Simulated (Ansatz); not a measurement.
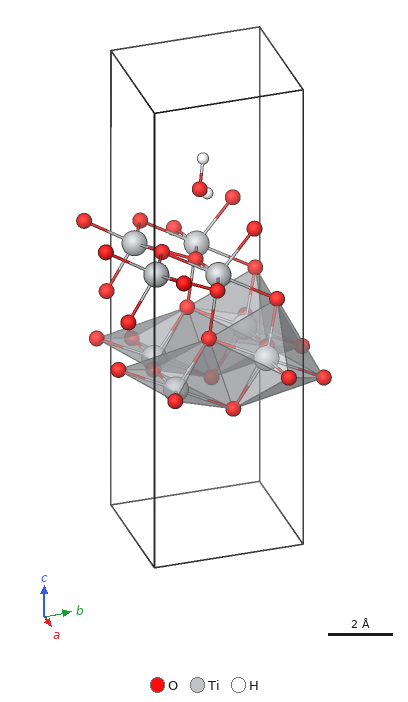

The structure as given in the input (polyhedral view of the cell of the calculation, with the vacuum cut short, seen slightly off an axis; polyhedra are completed across the faces of the cell). An atom can appear more than once, as a periodic image.

## Geometry relaxation of Ti8H2O17 (part 1 of 3)

Ti8H2O17 (slab, 27 atoms in the cell), computed with DFT PBE+D3(BJ), scalar-relativistic, plane waves, PAW, no spin polarisation (Ansatz 0.2.0).

The structure derives from an entry of the Crystallography Open Database. The input holds or restrains some coordinates. Forces given for the steps count only the free coordinates. It belongs to a series of runs on one base structure; here: 1 H2O a cell, tilted, over a hollow Ti-O-O site.

**Input file**
```yaml
crystal:
  lattice:
    - [7.5747420722, 0.0, 0.0]
    - [-1.8936855181, 5.1466543507, 0.0]
    - [0.0, 0.0, 25.2243571371]
  atoms:
    - { symbol: O, position: [0.1576574043, 0.6306296174, 0.3171537715] }
    - { symbol: O, position: [0.6576574043, 0.6306296174, 0.3171537715] }
    - { symbol: Ti, position: [0.067691746, 0.270766984, 0.3462082272] }
    - { symbol: Ti, position: [0.567691746, 0.270766984, 0.3462082272] }
    - { symbol: O, position: [0.2995803408, 0.1983213634, 0.3520573148] }
    - { symbol: O, position: [0.7995803408, 0.1983213634, 0.3520573148] }
    - { symbol: O, position: [0.4777260876, 0.9109043506, 0.3752626829] }
    - { symbol: O, position: [0.9777260876, 0.9109043506, 0.3752626829] }
    - { symbol: Ti, position: [0.2096146825, 0.83845873, 0.3811117705] }
    - { symbol: Ti, position: [0.7096146825, 0.83845873, 0.3811117705] }
    - { symbol: O, position: [0.1196490241, 0.4785960966, 0.4101662261] }
    - { symbol: O, position: [0.6196490241, 0.4785960966, 0.4101662261] }
    - { symbol: O, position: [0.2261951121, 0.904678876, 0.4576782583] }
    - { symbol: O, position: [0.7261951121, 0.904678876, 0.4576782583] }
    - { symbol: Ti, position: [0.1342668578, 0.5370974873, 0.4927269501] }
    - { symbol: Ti, position: [0.6342668578, 0.5370974873, 0.4927269501] }
    - { symbol: O, position: [0.365739566, 0.4629664819, 0.4934587568] }
    - { symbol: O, position: [0.865739566, 0.4629664819, 0.4934587568] }
    - { symbol: O, position: [0.546010683, 0.1840281998, 0.5263922483] }
    - { symbol: O, position: [0.046010683, 0.1840281998, 0.5263922483] }
    - { symbol: Ti, position: [0.2699402654, 0.079701281, 0.5183956419] }
    - { symbol: Ti, position: [0.7699402654, 0.079701281, 0.5183956419] }
    - { symbol: O, position: [0.1908872942, 0.7636403042, 0.5508136666] }
    - { symbol: O, position: [0.6908872942, 0.7636403042, 0.5508136666] }
    - { symbol: O, position: [0.4735946522, 0.4587052514, 0.5939465795] }
    - { symbol: H, position: [0.3839049513, 0.5356606298, 0.5789610638] }
    - { symbol: H, position: [0.4673397442, 0.4823423228, 0.6327384502] }
basis:
  ecutwfc: 420
kpoints:
  mp_grid: { grid: [2, 3, 1] }
hamiltonian:
  xc: pbe
  dispersion: d3bj
scf:
  occupations: { method: gaussian, width: 0.05 }
output:
  forces: true
  eigenvalues: true
  write_density: true
  write_potential: true
  elf: true
  volumetric_format: npy
relax:
  adjacent_minimum: "off"
  f_tol: 0.04
  max_steps: 100
  constraints: [{ sites: [0, 1, 2, 3, 4, 5, 6, 7, 8, 9, 10, 11] }]
efield:
  axis: 3
  dipole_correction: true
  ramp_width: 0.04
```

Hardware: 8 threads of Intel Xeon @ 2.50GHz (Skylake/Cascade Lake), 192 GiB of memory available, shared host.

Command:
```bash
ansatz run input.yaml --threads 8 --pin off --max-ram 20480MiB --backend cpu --events-out ev --progress --plain --runs-dir out
```

**Output**
```
Engine: ansatz 0.2.0, x86_64-unknown-linux-gnu
Pseudopotentials: kind: paw
Pseudopotential: O, paw, valence charge 6, recommended cutoff 420 eV (normal), O.paw.azcp
Pseudopotential: Ti, paw, valence charge 12, recommended cutoff 420 eV (normal), Ti.paw.azcp
Pseudopotential: H, paw, valence charge 1, recommended cutoff 420 eV (normal), H.paw.azcp
Functional definition: PBE
  parameter kappa = 0.804
  parameter beta = 0.06672455060314922
  exchange = pbe_x(kappa = kappa, mu = beta*pi^2/3)
  correlation = pbe_c(beta = beta)
Crystal: 27 atoms, lattice volume = 983.361 Å³
Basis set: ecut = 420 eV, 19189 PW (Γ), exchange–correlation on 108×80×360 points (8 copies of the dense FFT grid, shifted against one another)
Bands: 127, of which v1, the nominal top of the filled ones, is band 100 counted from 1 (99 counted from 0)
Symmetry: 1 space group operations
Space group: P1 (ITA 1), of the structure as read, at distance tolerance 9.9e-5 Å
k-points: 4 of 6 (time reversal used)
Non-local potential: O, projectors of the file, l = 0: 2, l = 1: 2, l = 2: 1
Non-local potential: Ti, projectors of the file, l = 0: 3, l = 1: 2, l = 2: 3, l = 3: 1
Non-local potential: H, projectors of the file, l = 0: 2, l = 1: 1
PAW form: soft (Blöchl's): semilocal exchange-correlation on the pseudo side does not see the compensation charge
PAW one-centre angular grid: O, 110 points (default); XC on 64 Gauss nodes
PAW one-centre angular grid: Ti, 590 points (default); XC on 64 Gauss nodes
PAW one-centre angular grid: H, 110 points (default); XC on 64 Gauss nodes
Initial density: superposition of atomic densities (neutral atoms: chi_scale 0, normalization atom), corrected by the library's trained network
Initial wavefunctions: pseudopotential atomic-orbital guess
Functional: x = pbe(κ = 0.804, μ = 0.2195149727645171), c = pbe(β = 0.06672455060314922)
SCF iter   1: F=—  HF=-29708.367492 eV  |F-HF|=—  |Δ(HF+E_count)|=         —  Δρ=3.13e-3  dr2=9.22e-2  ethr=1.77e-3  p=0.203 e·Å  D=3.73e-2 V/Å  ΔV_dip=-0.94 eV  dr2_dipole=2.04e-3  V_vac-E_F(+/−)=4.77/5.71 eV  ⟨swp⟩=5.8  Hψ=1991  notcnv=0  defer=2
efield: sawtooth ramp at fractional position 0.9549 (placed from the atoms, in the widest stretch of the axis that holds none; the zero of the levels goes with the place), width 0.0400; the density the first Hamiltonian is built on has a dipole p = 0.203 e·Å; the dipole correction subtracts the counter field D = 3.73e-2 V/Å, which shifts the + side's vacuum level by -0.94 eV against the − side's; the planar-averaged density in the ramp window peaks in size at 4.4e-6 e/Å³
preconditioner: auto → Resta (q_TF=auto, 2.092 Å⁻¹)  ε∞=3.1  [insulator: Δε(μ)=2.025 eV  Ē_g=9.606 eV  σ=0.050 eV  W_gap=1.00  n_scr=152 (ndim 8)  ℏωp=13.8 eV  f_vac=0.669  D(μ)=0.00/eV (n_scr^D=0)  ε∞_Penn≈3.1  vacuum switching on, ρ_ref=6.7e-3 e/Å³]
SCF iter   2: F=—  HF=-29708.378489 eV  |F-HF|=—  |Δ(HF+E_count)|=   1.10e-2  Δρ=2.61e-3  dr2=7.05e-2  ethr=4.61e-5  p=0.183 e·Å  D=3.36e-2 V/Å  ΔV_dip=-0.85 eV  dr2_dipole=2.17e-3  V_vac-E_F(+/−)=4.81/5.66 eV  ⟨swp⟩=2.0  Hψ=893  notcnv=0  defer=75
SCF iter   3: F=—  HF=-29708.370305 eV  |F-HF|=—  |Δ(HF+E_count)|=   8.18e-3  Δρ=1.07e-3  dr2=7.60e-3  ethr=3.53e-5  p=0.199 e·Å  D=3.66e-2 V/Å  ΔV_dip=-0.92 eV  dr2_dipole=9.49e-5  V_vac-E_F(+/−)=4.77/5.70 eV  ⟨swp⟩=2.0  Hψ=678  notcnv=0  defer=75
SCF iter   4: F=—  HF=-29708.372820 eV  |F-HF|=—  |Δ(HF+E_count)|=   2.52e-3  Δρ=6.34e-4  dr2=3.97e-3  ethr=3.80e-6  p=0.199 e·Å  D=3.66e-2 V/Å  ΔV_dip=-0.92 eV  dr2_dipole=7.33e-7  V_vac-E_F(+/−)=4.77/5.69 eV  ⟨swp⟩=2.0  Hψ=720  notcnv=0  defer=42
SCF iter   5: F=—  HF=-29708.372800 eV  |F-HF|=—  |Δ(HF+E_count)|=   2.03e-5  Δρ=1.40e-4  dr2=1.54e-4  ethr=1.99e-6  p=0.200 e·Å  D=3.69e-2 V/Å  ΔV_dip=-0.93 eV  dr2_dipole=1.10e-6  V_vac-E_F(+/−)=4.76/5.69 eV  ⟨swp⟩=2.0  Hψ=644  notcnv=0  defer=42
SCF iter   6: F=—  HF=-29708.372867 eV  |F-HF|=—  |Δ(HF+E_count)|=   6.68e-5  Δρ=7.72e-5  dr2=4.36e-5  ethr=7.70e-8  p=0.201 e·Å  D=3.70e-2 V/Å  ΔV_dip=-0.93 eV  dr2_dipole=3.26e-8  V_vac-E_F(+/−)=4.76/5.69 eV  ⟨swp⟩=2.8  Hψ=648  notcnv=0  defer=42
SCF iter   7: F=-29708.372882 eV  HF=-29708.372885 eV  |F-HF|=2.81e-6  |Δ(HF+E_count)|=   1.84e-5  Δρ=4.18e-5  dr2=1.52e-5  ethr=2.00e-8  p=0.202 e·Å  D=3.71e-2 V/Å  ΔV_dip=-0.94 eV  dr2_dipole=2.58e-10  V_vac-E_F(+/−)=4.76/5.69 eV  ⟨swp⟩=19.2  Hψ=5113  notcnv=0
SCF 1 converged in 7 iterations: F = -29708.372882 eV  dr2 = 1.52e-5
  greatest PAW one-centre occupation: 0.999 electrons in one spin orbital (limit 2), on the Ti atom at site 9 (counted from 0), in its partial waves of l = 0
relax step   1: F+E_penalty+E_count = -29708.37288220 eV  Δ(F+E_penalty+E_count) = +0.000e0 eV  max|allowed force component| = 2.333e0 eV/Å  Δτ_max = 0.0000 Å  (7 SCF iters, dr2 threshold 4.00e-5 eV, accepted)
Initial density: handed on by an earlier stage of this run
Initial wavefunctions: those handed on with the density
iter 1 solved again at ethr=1.16e-4 eV; its pass at ethr=3.10e-3 eV (dr2=2.32e-1 eV) is discarded
SCF iter   1: F=—  HF=-29709.013202 eV  |F-HF|=—  |Δ(HF+E_count)|=         —  Δρ=7.68e-3  dr2=2.36e-1  ethr=1.16e-4  p=0.202 e·Å  D=3.71e-2 V/Å  ΔV_dip=-0.94 eV  dr2_dipole=2.78e-4  V_vac-E_F(+/−)=4.77/5.70 eV  ⟨swp⟩=2.0  Hψ=1799  notcnv=0  defer=69
efield: sawtooth ramp at fractional position 0.9549 (handed on by an earlier solve), width 0.0400; the density the first Hamiltonian is built on has a dipole p = 0.202 e·Å; the dipole correction subtracts the counter field D = 3.71e-2 V/Å, which shifts the + side's vacuum level by -0.94 eV against the − side's; the planar-averaged density in the ramp window peaks in size at 4.9e-6 e/Å³
preconditioner: auto → Resta (q_TF=auto, 2.092 Å⁻¹)  ε∞=3.1  [insulator: Δε(μ)=2.059 eV  Ē_g=9.624 eV  σ=0.050 eV  W_gap=1.00  n_scr=152 (ndim 8)  ℏωp=13.8 eV  f_vac=0.668  D(μ)=0.00/eV (n_scr^D=0)  ε∞_Penn≈3.1  vacuum switching on, ρ_ref=6.7e-3 e/Å³]
SCF iter   2: F=—  HF=-29708.969165 eV  |F-HF|=—  |Δ(HF+E_count)|=   4.40e-2  Δρ=3.77e-3  dr2=5.31e-2  ethr=1.16e-4  p=0.191 e·Å  D=3.51e-2 V/Å  ΔV_dip=-0.89 eV  dr2_dipole=2.88e-5  V_vac-E_F(+/−)=4.81/5.70 eV  ⟨swp⟩=2.8  Hψ=731  notcnv=0  defer=69
SCF iter   3: F=—  HF=-29708.968786 eV  |F-HF|=—  |Δ(HF+E_count)|=   3.79e-4  Δρ=1.77e-3  dr2=4.04e-2  ethr=2.66e-5  p=0.187 e·Å  D=3.45e-2 V/Å  ΔV_dip=-0.87 eV  dr2_dipole=2.39e-6  V_vac-E_F(+/−)=4.83/5.70 eV  ⟨swp⟩=2.0  Hψ=808  notcnv=0  defer=78
SCF iter   4: F=—  HF=-29708.961950 eV  |F-HF|=—  |Δ(HF+E_count)|=   6.84e-3  Δρ=3.74e-4  dr2=1.18e-3  ethr=2.02e-5  p=0.187 e·Å  D=3.45e-2 V/Å  ΔV_dip=-0.87 eV  dr2_dipole=4.60e-6  V_vac-E_F(+/−)=4.83/5.70 eV  ⟨swp⟩=2.8  Hψ=663  notcnv=0  defer=78
SCF iter   5: F=—  HF=-29708.961952 eV  |F-HF|=—  |Δ(HF+E_count)|=   1.78e-6  Δρ=2.15e-4  dr2=4.96e-4  ethr=5.91e-7  p=0.190 e·Å  D=3.50e-2 V/Å  ΔV_dip=-0.88 eV  dr2_dipole=4.27e-6  V_vac-E_F(+/−)=4.82/5.70 eV  ⟨swp⟩=2.0  Hψ=819  notcnv=0  defer=77
SCF iter   6: F=-29708.961884 eV  HF=-29708.961911 eV  |F-HF|=2.75e-5  |Δ(HF+E_count)|=   4.05e-5  Δρ=7.72e-5  dr2=5.71e-5  ethr=5.00e-8  p=0.190 e·Å  D=3.49e-2 V/Å  ΔV_dip=-0.88 eV  dr2_dipole=7.63e-7  V_vac-E_F(+/−)=4.82/5.70 eV  ⟨swp⟩=18.5  Hψ=4915  notcnv=0
SCF 2 converged in 6 iterations: F = -29708.961884 eV  dr2 = 5.71e-5
relax step   2: F+E_penalty+E_count = -29708.96188378 eV  Δ(F+E_penalty+E_count) = -5.890e-1 eV  max|allowed force component| = 1.782e0 eV/Å  Δτ_max = 0.1947 Å  (6 SCF iters, dr2 threshold 1.00e-4 eV, accepted)
[... from here on the SCF iterations and repeated set-up lines of each step are left out, up to the last step ...]
SCF 3 converged in 6 iterations: F = -29709.194017 eV  dr2 = 7.47e-5
relax step   3: F+E_penalty+E_count = -29709.19401711 eV  Δ(F+E_penalty+E_count) = -2.321e-1 eV  max|allowed force component| = 1.549e0 eV/Å  Δτ_max = 0.1983 Å  (6 SCF iters, dr2 threshold 1.00e-4 eV, accepted)
SCF 4 converged in 7 iterations: F = -29709.362870 eV  dr2 = 7.56e-6
relax step   4: F+E_penalty+E_count = -29709.36286987 eV  Δ(F+E_penalty+E_count) = -1.689e-1 eV  max|allowed force component| = 1.351e0 eV/Å  Δτ_max = 0.1904 Å  (7 SCF iters, dr2 threshold 1.00e-4 eV, accepted)
SCF 5 converged in 7 iterations: F = -29709.497096 eV  dr2 = 7.97e-6
relax step   5: F+E_penalty+E_count = -29709.49709568 eV  Δ(F+E_penalty+E_count) = -1.342e-1 eV  max|allowed force component| = 1.118e0 eV/Å  Δτ_max = 0.2000 Å  (7 SCF iters, dr2 threshold 1.00e-4 eV, accepted)
SCF 6 converged in 6 iterations: F = -29709.613523 eV  dr2 = 7.01e-5
relax step   6: F+E_penalty+E_count = -29709.61352306 eV  Δ(F+E_penalty+E_count) = -1.164e-1 eV  max|allowed force component| = 1.180e0 eV/Å  Δτ_max = 0.1945 Å  (6 SCF iters, dr2 threshold 1.00e-4 eV, accepted)
SCF 7 converged in 7 iterations: F = -29709.721858 eV  dr2 = 1.59e-5
relax step   7: F+E_penalty+E_count = -29709.72185840 eV  Δ(F+E_penalty+E_count) = -1.083e-1 eV  max|allowed force component| = 8.679e-1 eV/Å  Δτ_max = 0.2000 Å  (7 SCF iters, dr2 threshold 1.00e-4 eV, accepted)
SCF 8 converged in 6 iterations: F = -29709.768782 eV  dr2 = 4.19e-5
relax step   8: F+E_penalty+E_count = -29709.76878177 eV  Δ(F+E_penalty+E_count) = -4.692e-2 eV  max|allowed force component| = 8.959e-1 eV/Å  Δτ_max = 0.1364 Å  (6 SCF iters, dr2 threshold 1.00e-4 eV, accepted)
SCF 9 converged in 7 iterations: F = -29709.800386 eV  dr2 = 1.12e-5
relax step   9: F+E_penalty+E_count = -29709.80038563 eV  Δ(F+E_penalty+E_count) = -3.160e-2 eV  max|allowed force component| = 1.606e0 eV/Å  Δτ_max = 0.1953 Å  (7 SCF iters, dr2 threshold 1.00e-4 eV, accepted)
SCF 10 converged in 7 iterations: F = -29709.876821 eV  dr2 = 1.48e-5
relax step  10: F+E_penalty+E_count = -29709.87682104 eV  Δ(F+E_penalty+E_count) = -7.644e-2 eV  max|allowed force component| = 3.997e-1 eV/Å  Δτ_max = 0.2000 Å  (7 SCF iters, dr2 threshold 1.00e-4 eV, accepted)
SCF 11 converged in 8 iterations: F = -29709.879884 eV  dr2 = 2.33e-6
relax step  11: F+E_penalty+E_count = -29709.87988382 eV  Δ(F+E_penalty+E_count) = -3.063e-3 eV  max|allowed force component| = 5.987e-1 eV/Å  Δτ_max = 0.2000 Å  (8 SCF iters, dr2 threshold 9.99e-6 eV, accepted)
SCF 12 converged in 7 iterations: F = -29709.909188 eV  dr2 = 6.36e-6
relax step  12: F+E_penalty+E_count = -29709.90918797 eV  Δ(F+E_penalty+E_count) = -2.930e-2 eV  max|allowed force component| = 1.693e-1 eV/Å  Δτ_max = 0.1084 Å  (7 SCF iters, dr2 threshold 2.24e-5 eV, accepted)
SCF 13 converged in 8 iterations: F = -29709.914691 eV  dr2 = 7.75e-7
relax step  13: F+E_penalty+E_count = -29709.91469061 eV  Δ(F+E_penalty+E_count) = -5.503e-3 eV  max|allowed force component| = 1.530e-1 eV/Å  Δτ_max = 0.0795 Å  (8 SCF iters, dr2 threshold 2.29e-6 eV, accepted)
SCF 14 converged in 7 iterations: F = -29709.918830 eV  dr2 = 1.80e-6
relax step  14: F+E_penalty+E_count = -29709.91882989 eV  Δ(F+E_penalty+E_count) = -4.139e-3 eV  max|allowed force component| = 1.729e-1 eV/Å  Δτ_max = 0.1019 Å  (7 SCF iters, dr2 threshold 1.87e-6 eV, accepted)
SCF 15 converged in 4 iterations: F = -29709.920172 eV  dr2 = 1.95e-5
relax step  15: F+E_penalty+E_count = -29709.92017196 eV  Δ(F+E_penalty+E_count) = -1.342e-3 eV  max|allowed force component| = 8.931e-2 eV/Å  Δτ_max = 0.0268 Å  (4 SCF iters, dr2 threshold 2.44e-5 eV, accepted)
SCF 16 converged in 7 iterations: F = -29709.920862 eV  dr2 = 1.41e-7
relax step  16: F+E_penalty+E_count = -29709.92086202 eV  Δ(F+E_penalty+E_count) = -6.901e-4 eV  max|allowed force component| = 3.000e-2 eV/Å  Δτ_max = 0.0182 Å  (7 SCF iters, dr2 threshold 2.13e-6 eV, accepted)
iter 1 solved again at ethr=8.43e-11 eV; its pass at ethr=3.10e-3 eV (dr2=1.69e-7 eV) is discarded
SCF iter   1: F=—  HF=-29709.920579 eV  |F-HF|=—  |Δ(HF+E_count)|=         —  Δρ=5.25e-6  dr2=1.76e-7  ethr=8.43e-11  p=0.016 e·Å  D=2.86e-3 V/Å  ΔV_dip=-0.07 eV  dr2_dipole=7.43e-10  V_vac-E_F(+/−)=5.61/5.68 eV  ⟨swp⟩=2.2  Hψ=1397  notcnv=0
efield: sawtooth ramp at fractional position 0.9549 (handed on by an earlier solve), width 0.0400; the density the first Hamiltonian is built on has a dipole p = 0.016 e·Å; the dipole correction subtracts the counter field D = 2.86e-3 V/Å, which shifts the + side's vacuum level by -0.07 eV against the − side's; the planar-averaged density in the ramp window peaks in size at 6.6e-6 e/Å³
preconditioner: auto → Resta (q_TF=auto, 2.092 Å⁻¹)  ε∞=3.1  [insulator: Δε(μ)=2.090 eV  Ē_g=9.600 eV  σ=0.050 eV  W_gap=1.00  n_scr=152 (ndim 8)  ℏωp=13.8 eV  f_vac=0.669  D(μ)=0.00/eV (n_scr^D=0)  ε∞_Penn≈3.1  vacuum switching on, ρ_ref=6.7e-3 e/Å³]
SCF iter   2: F=—  HF=-29709.920862 eV  |F-HF|=—  |Δ(HF+E_count)|=   2.83e-4  Δρ=3.45e-6  dr2=1.07e-7  ethr=8.43e-11  p=0.016 e·Å  D=2.87e-3 V/Å  ΔV_dip=-0.07 eV  dr2_dipole=1.18e-10  V_vac-E_F(+/−)=5.61/5.68 eV  ⟨swp⟩=3.0  Hψ=844  notcnv=0
SCF iter   3: F=-29709.920862 eV  HF=-29709.920862 eV  |F-HF|=8.47e-9  |Δ(HF+E_count)|=   7.71e-9  Δρ=2.03e-6  dr2=3.19e-8  ethr=5.00e-11  p=0.016 e·Å  D=2.86e-3 V/Å  ΔV_dip=-0.07 eV  dr2_dipole=2.37e-10  V_vac-E_F(+/−)=5.61/5.68 eV  ⟨swp⟩=9.2  Hψ=3119  notcnv=0
SCF 17 converged in 3 iterations: F = -29709.920862 eV  dr2 = 3.19e-8
relax step  17: F+E_penalty+E_count = -29709.92086206 eV  Δ(F+E_penalty+E_count) = -4.086e-8 eV  max|allowed force component| = 3.006e-2 eV/Å  Δτ_max = 0.0000 Å  (3 SCF iters, accepted)
```

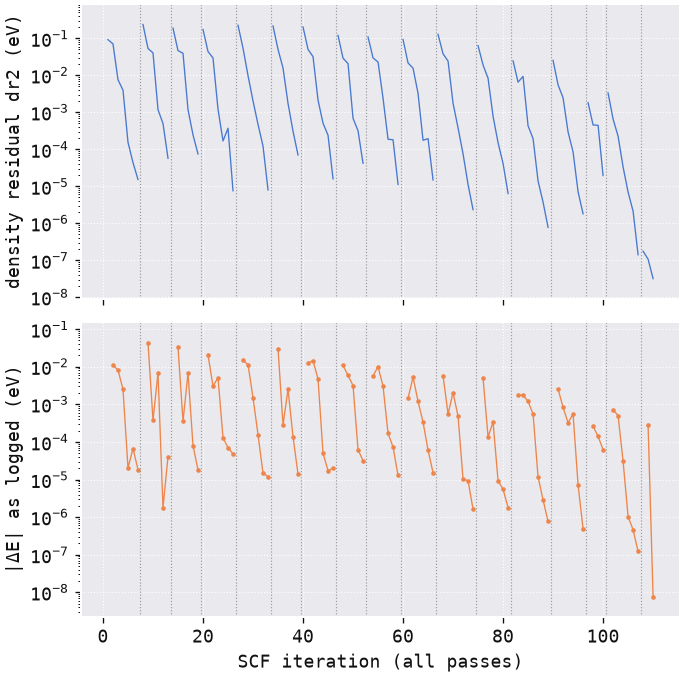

Convergence of the self-consistent field: density residual dr2 and size of the energy change against the SCF iteration. The dotted lines part the SCF passes of the relaxation: geometry steps, rejected trials and re-solves on a re-selected basis. The 17 passes take 3 to 8 iterations each, 110 in all.

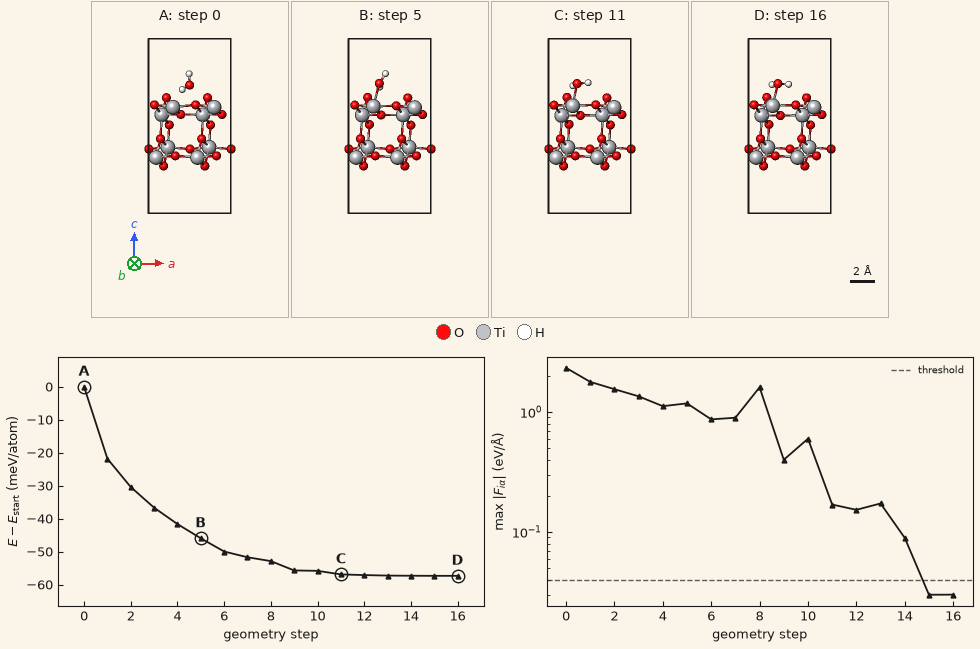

Frames of the restrained relaxation (ball-and-stick view of the cell of the calculation, with the vacuum cut short (origin shifted), along the b axis) above the curves, on which the letters mark them (the first geometry is step 0 here and step 1 in the log).
